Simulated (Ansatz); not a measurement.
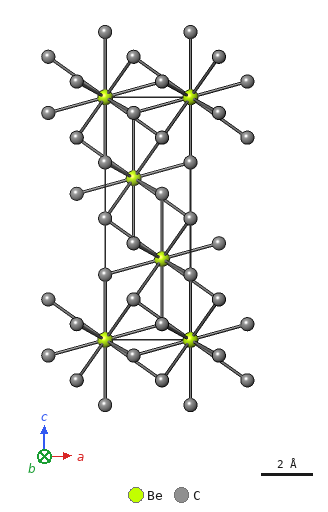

This is the input geometry for a relaxation of crystalline BeC₃ (a generated structure, set up in R-3m) (coarse preliminary run). A ball-and-stick model of the conventional cell (3 times the calculation's cell), seen along the b axis. Lengths and directions refer to the drawn axes.

Computed with DFT PBE, scalar-relativistic, plane waves, PAW in Ansatz 0.2.0.

The input:
```yaml
crystal:
  lattice:
    - [1.96130445, 1.13235965, 3.22105904]
    - [-1.96130445, 1.13235965, 3.22105904]
    - [0.0, -2.26471931, 3.22105904]
  atoms:
    - { symbol: Be, position: [0.0, 0.0, 0.0] }
    - { symbol: C, position: [0.5, 0.5, 0.5] }
    - { symbol: C, position: [0.73133414, 0.73133414, 0.73133414] }
    - { symbol: C, position: [0.26866586, 0.26866586, 0.26866586] }
basis:
  ecutwfc: 420
kpoints:
  mp_grid: { grid: [6, 6, 6] }
hamiltonian:
  xc: pbe
scf:
  occupations: { method: gaussian, width: 0.1 }
  lower_state_search: "off"
output:
  forces: true
  stress: true
  eigenvalues: true
relax:
  adjacent_minimum: "off"
  f_tol: 0.04
  max_steps: 70
  cell: { stress_tol: 0.4 }
```

Launched with:
```bash
ansatz run input.yaml --threads 1 --pin off --max-ram 2560MiB --backend cpu --events-out ev --progress --plain --runs-dir out
```

What does the optimiser find from here?

Answer. The largest moves relative to the cell, 0.062 Å, are those of C3 and C4. C4 goes along +c. Be stays in place. Cell: a = b 3.923 → 5.410 Å (+37.9 %), c 9.663 → 5.844 Å (−39.5 %). Volume +15.0 %. Near-neighbour distances that change, for instance: Be1–C3 2.596 → 1.632 Å, C2–C3 2.235 → 1.290 Å, Be1–C3 (another image) 2.349 → 3.139 Å, Be1–C2 2.779 → 3.272 Å. New bonds form: C2–C3 (2.24 → 1.29 Å), C2–C4 (2.24 → 1.29 Å). The space group stays R-3m (No. 166). After 20 accepted moves (23 points after the start) the energy has fallen by 2272 meV per atom. Largest force component: 0.86 eV/Å at the start, 0.0031 eV/Å at the end. The pressure goes from −30.17 to 0.03 GPa. At 3 points the geometry stayed and the basis and grid were re-selected for the new cell (energy shift of 56.3 meV per atom at most each time).

History of the run:

```tsv
step	E − E(0), meV/atom	largest force component, eV/Å	pressure, GPa	volume, Å³/atom	note
0	0.00	0.8588	-30.17	10.730	
1	-269.29	0.8569	-24.40	9.277	
2	-461.57	1.3013	-14.48	8.105	
3	-641.43	2.6818	-6.17	7.516	
4	-1019.20	5.1819	2.51	7.133	
5	-1434.72	0.8073	32.51	6.878	
6	-1617.71	2.6020	27.37	7.468	
7	-1737.91	0.5988	-1.19	8.287	
8	-1885.74	1.2540	0.38	8.466	
9	-2014.56	2.5575	8.12	8.340	
10	-2108.40	1.0034	19.63	8.350	
11	-2159.00	0.2129	4.35	9.191	
12	-2167.71	0.0314	0.67	9.792	
13	-2167.70	0.0930	-0.21	9.813	
14	-2167.77	0.0163	-0.04	9.822	
15	-2224.10	0.0983	4.11	9.822	same geometry, new basis
16	-2246.83	0.0237	2.38	10.573	
17	-2256.63	0.2280	-0.34	11.402	
18	-2256.98	0.0439	0.01	11.660	
19	-2257.05	0.0008	0.01	11.639	
20	-2268.76	0.0108	1.08	11.639	same geometry, new basis
21	-2270.34	0.0130	0.36	12.113	
22	-2270.00	0.0056	-0.01	12.343	
23	-2272.03	0.0031	0.03	12.343	same geometry, new basis
```

The structure at the end:

```
Be C
1.0
     2.70489    1.56167    1.94801
    -2.70489    1.56167    1.94801
     0.00000   -3.12334    1.94801
Be C
1 3
Cartesian
  0.0000 3.1233 3.8960
  0.0000 0.0000 2.9220
  0.0000 0.0000 4.2123
  0.0000 0.0000 1.6317
```

After the run, drawn alike:

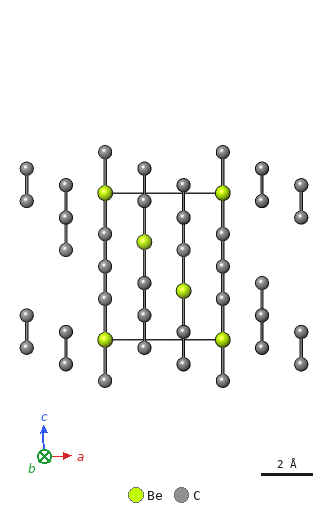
